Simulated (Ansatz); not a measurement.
Run report: SrO, geometry relaxation (part 1 of 2)

The run: geometry relaxation of SrO (Fm-3m, 2 atoms in the cell). Method and program: DFT PBEsol, scalar-relativistic, plane waves, PAW, no spin polarisation (Ansatz 0.2.0).

The structure derives from an entry of the Crystallography Open Database. Figures and captions count atoms from 1; the log counts them from 0 in places.

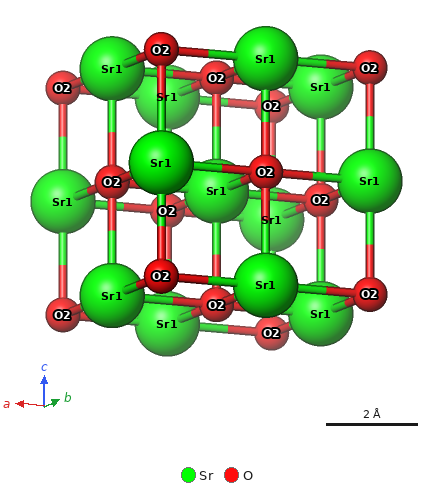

**Figure 1.** The starting structure (ball-and-stick view of the cell 4 times as large as that of the calculation, set on its symmetry axes, seen at an oblique angle; atoms are numbered from 1 in the order of the input). Near neighbours in the crystal (not all of them lie inside the picture): Sr has 6 O at 2.56 Å; O has 6 Sr at 2.56 Å.

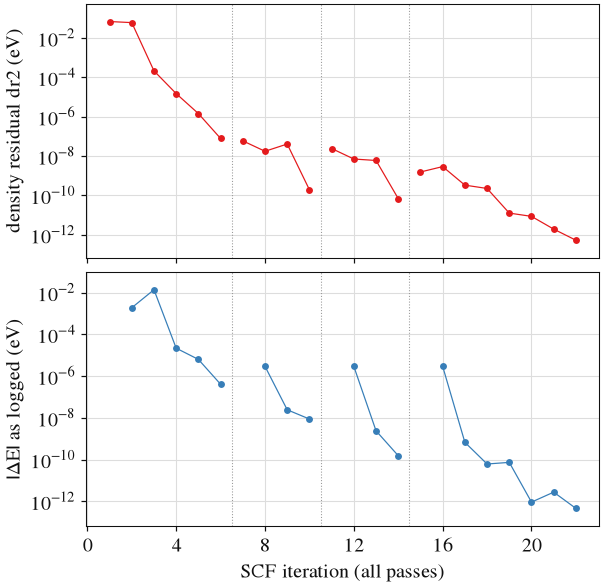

**Figure 2.** Convergence of the self-consistent field: density residual dr2 and size of the energy change against the SCF iteration. The dotted lines part the SCF passes of the relaxation: geometry steps, rejected trials and re-solves on a re-selected basis. The passes take 6, 4, 4 and 8 iterations.

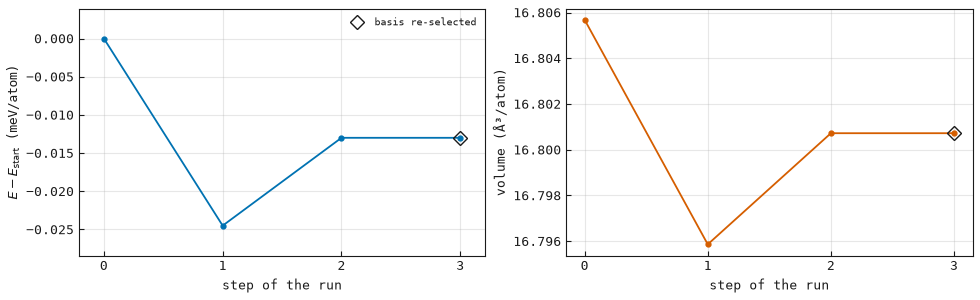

**Figure 3.** Progress of the relaxation, step by step (the first geometry is step 0 here and step 1 in the log). The energy falls by next to nothing (0.0 meV per atom) in 2 geometry steps. All forces vanish by symmetry, so only the cell relaxes. The pressure goes from −0.03 to 0.00 GPa. No atom moves by more than 0.005 Å. The lattice vectors keep their values. The space group stays Fm-3m (No. 225). A last SCF at the same geometry on a re-selected plane-wave basis shifts the energy by next to nothing (0.0 meV per atom).

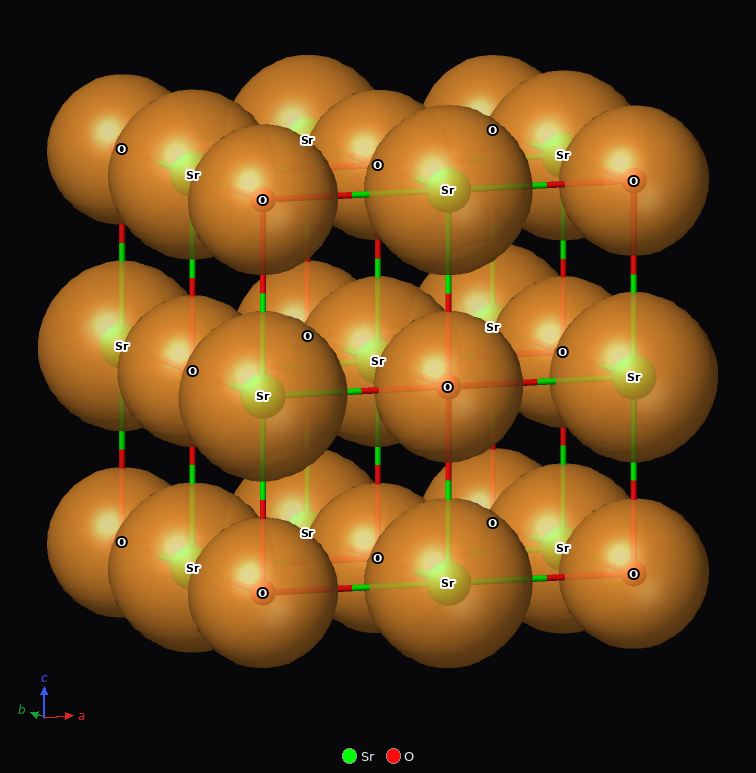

**Figure 4.** Isosurface of the valence charge density (pseudo) at 0.4 e/Å³ (orange), seen slightly off an axis. Sticks mark near contacts. The outline is the cell set on symmetry axes. At this value the density breaks into separate islands; it holds about 80 % of the electrons treated as valence (semicore included). It is pinched off along the Sr–O (2.56 Å) contacts. On the grid the lowest density along these lines, outside the cores, is 0.24 e/Å³ (Sr–O, 2.56 Å). The fields are those of the smooth PAW valence density.

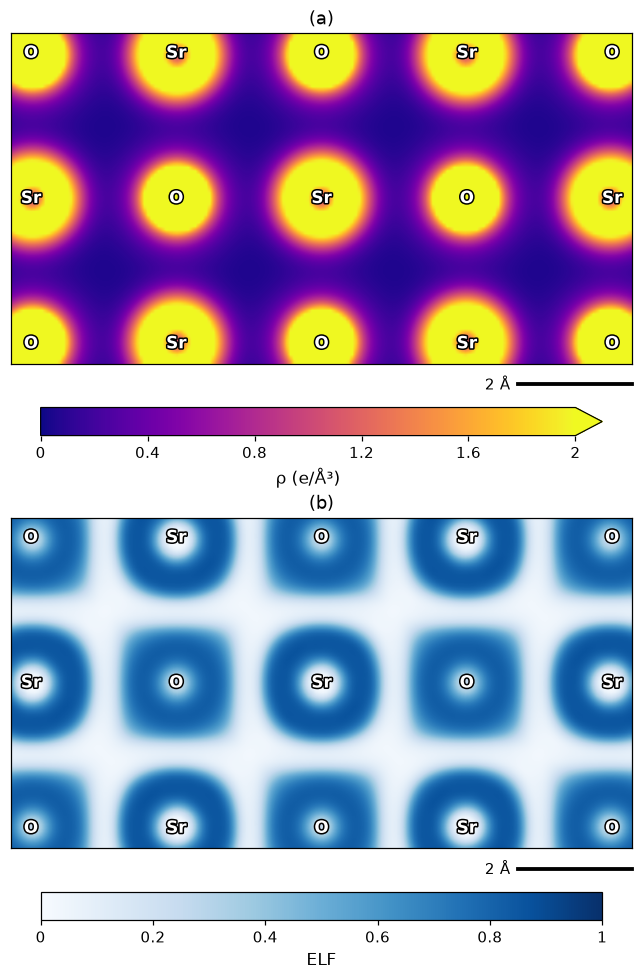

**Figure 5.** (a) valence pseudo-density; (b) ELF on the (100) plane of the conventional cell. Sr–O (2.56 Å): ρ at the midpoint is about 0.24 e/Å³; the ELF is about 0.10 at the midpoint (a largely ionic contact). Away from the nuclei the density in this plane falls to 0.06 e/Å³ at its lowest. The strong features right at Sr lie inside the PAW spheres (semicore, d or f shells) and say nothing about bonding.

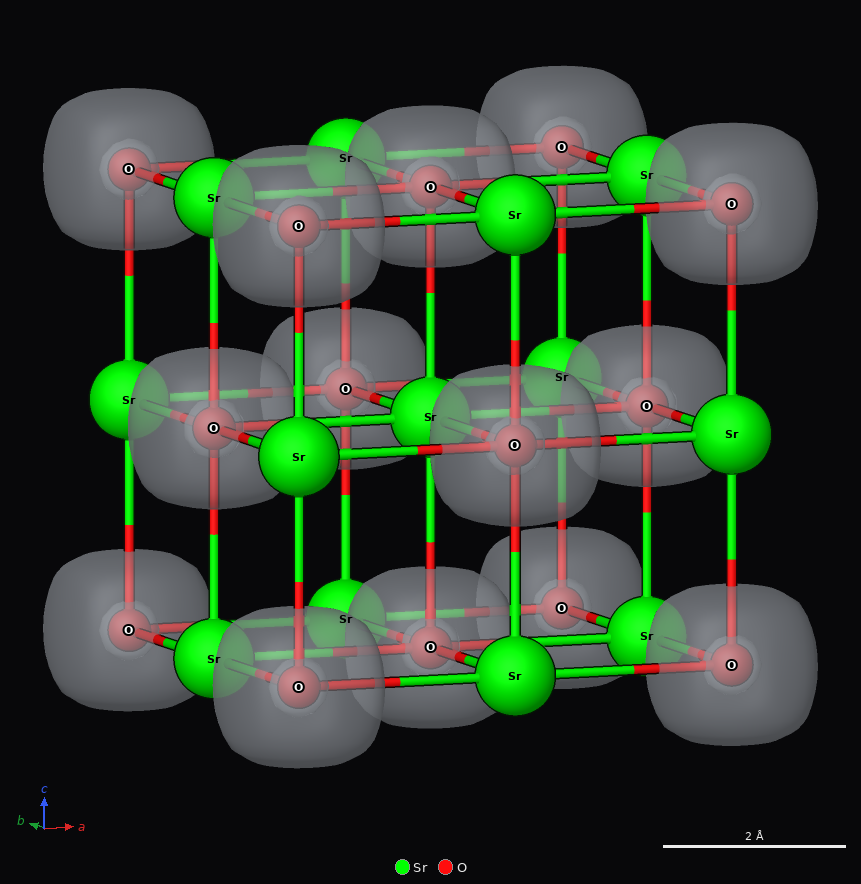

**Figure 6.** Isosurface of the electron localisation function at 0.65 (grey), seen slightly off an axis. Core shells and regions of very low density are left out. Sticks mark near contacts. The outline is the cell set on symmetry axes. Values along the shortest contacts: Sr–O (2.56 Å): the ELF is about 0.10 at the midpoint (two separate closed shells).

The input that produced these results follows, with the program's output.

## Input file
```yaml
crystal:
  lattice:
    - [0.0, 2.5614471263, 2.5614471263]
    - [2.5614471263, 0.0, 2.5614471263]
    - [2.5614471263, 2.5614471263, 0.0]
  atoms:
    - { symbol: Sr, position: [0.5, 0.5, 0.5] }
    - { symbol: O, position: [0.0, 0.0, 0.0] }
basis:
  ecutwfc: 420
kpoints:
  mp_grid: { grid: [8, 8, 8] }
hamiltonian:
  xc: pbesol
scf:
  occupations: { method: fixed }
output:
  forces: true
  stress: true
  eigenvalues: true
  write_density: true
  write_potential: true
  elf: true
  volumetric_format: npy
relax:
  adjacent_minimum: "off"
  f_tol: 0.001
  max_steps: 60
  cell: { stress_tol: 0.01 }
```

Launched with:
```bash
ansatz run input.yaml --threads 2 --pin off --max-ram 5120MiB --backend cpu --events-out ev --progress --plain --runs-dir out
```

## What the program printed
```
Engine: ansatz 0.2.0, x86_64-unknown-linux-gnu
Pseudopotentials: kind: paw
Pseudopotential: Sr, paw, valence charge 10, recommended cutoff 420 eV (normal), Sr.paw.azcp
Pseudopotential: O, paw, valence charge 6, recommended cutoff 420 eV (normal), O.paw.azcp
Functional definition: PBEsol
  exchange = pbesol_x
  correlation = pbesol_c
Crystal: 2 atoms, lattice volume = 33.611 Å³
Basis set: ecut = 420 eV, 645 PW (Γ), exchange–correlation on 50×50×50 points (8 copies of the dense FFT grid, shifted against one another)
Bands: 12, of which v1, the nominal top of the filled ones, is band 8 counted from 1 (7 counted from 0)
Symmetry: 48 space group operations
Space group: Fm-3m (ITA 225), of the structure as read, at distance tolerance 3.2e-5 Å
k-points: 29 of 512
Non-local potential: Sr, projectors of the file, l = 0: 3, l = 1: 2, l = 2: 2
Non-local potential: O, projectors of the file, l = 0: 2, l = 1: 2, l = 2: 1
PAW form: soft (Blöchl's): semilocal exchange-correlation on the pseudo side does not see the compensation charge
PAW frozen core: Sr, regenerated for the run's functional, and the local potential with it (the file was generated under x = pbe(κ = 0.804, μ = 0.2195149727645171), c = pbe(β = 0.06672455060314922))
PAW frozen core: O, regenerated for the run's functional, and the local potential with it (the file was generated under x = pbe(κ = 0.804, μ = 0.2195149727645171), c = pbe(β = 0.06672455060314922))
PAW one-centre angular grid: Sr, 110 points (default); XC on 64 Gauss nodes
PAW one-centre angular grid: O, 110 points (default); XC on 64 Gauss nodes
Initial density: superposition of atomic densities (neutral atoms: chi_scale 0, normalization atom), corrected by the library's trained network
Initial wavefunctions: pseudopotential atomic-orbital guess
Functional: x = pbesol(κ = 0.804, μ = 0.12345679012345678), c = pbesol(β = 0.046)
SCF iter   1: F=—  HF=-4056.131009 eV  |F-HF|=—  |Δ(HF+E_count)|=         —  Δρ=1.45e-2  dr2=6.74e-2  ethr=1.77e-3  ⟨swp⟩=5.8  Hψ=2227  notcnv=0  defer=51
preconditioner: auto → none  [insulator: Δε(μ)=2.957 eV  Ē_g=16.045 eV  n_scr=8 (ndim 8)  ℏωp=24.0 eV  f_vac=0.000  ε∞_Penn≈3.2]
SCF iter   2: F=—  HF=-4056.129145 eV  |F-HF|=—  |Δ(HF+E_count)|=   1.86e-3  Δρ=1.41e-2  dr2=5.94e-2  ethr=4.21e-4  ⟨swp⟩=2.0  Hψ=776  notcnv=0  defer=55
SCF iter   3: F=—  HF=-4056.115515 eV  |F-HF|=—  |Δ(HF+E_count)|=   1.36e-2  Δρ=8.45e-4  dr2=2.10e-4  ethr=3.71e-4  ⟨swp⟩=2.0  Hψ=487  notcnv=0  defer=49
SCF iter   4: F=—  HF=-4056.115536 eV  |F-HF|=—  |Δ(HF+E_count)|=   2.15e-5  Δρ=3.44e-4  dr2=1.47e-5  ethr=1.31e-6  ⟨swp⟩=2.0  Hψ=588  notcnv=0  defer=56
SCF iter   5: F=—  HF=-4056.115543 eV  |F-HF|=—  |Δ(HF+E_count)|=   6.24e-6  Δρ=7.26e-5  dr2=1.42e-6  ethr=9.21e-8  ⟨swp⟩=2.0  Hψ=576  notcnv=0  defer=30
SCF iter   6: F=-4056.115542 eV  HF=-4056.115542 eV  |F-HF|=5.70e-8  |Δ(HF+E_count)|=   4.03e-7  Δρ=1.78e-5  dr2=7.74e-8  ethr=6.25e-10  ⟨swp⟩=11.2  Hψ=3085  notcnv=0
SCF 1 converged in 6 iterations: F = -4056.115542 eV  dr2 = 7.74e-8
  greatest PAW one-centre occupation: 0.987 electrons in one spin orbital (limit 2), on the Sr atom at site 0 (counted from 0), in its partial waves of l = 0
relax step   1: F+E_penalty+E_count = -4056.11554212 eV  Δ(F+E_penalty+E_count) = +0.000e0 eV  max|allowed force component| = 6.324e-29 eV/Å  Δτ_max = 0.0000 Å  P = -0.029 GPa  Ω = 33.611 Å³  (6 SCF iters, dr2 threshold 1.00e-7 eV, accepted)
Crystal: 2 atoms, lattice volume = 33.592 Å³
Initial density: handed on by an earlier stage of this run
Initial wavefunctions: those handed on with the density
iter 1 solved again at ethr=2.74e-10 eV; its pass at ethr=3.10e-3 eV (dr2=4.38e-8 eV) is discarded
```
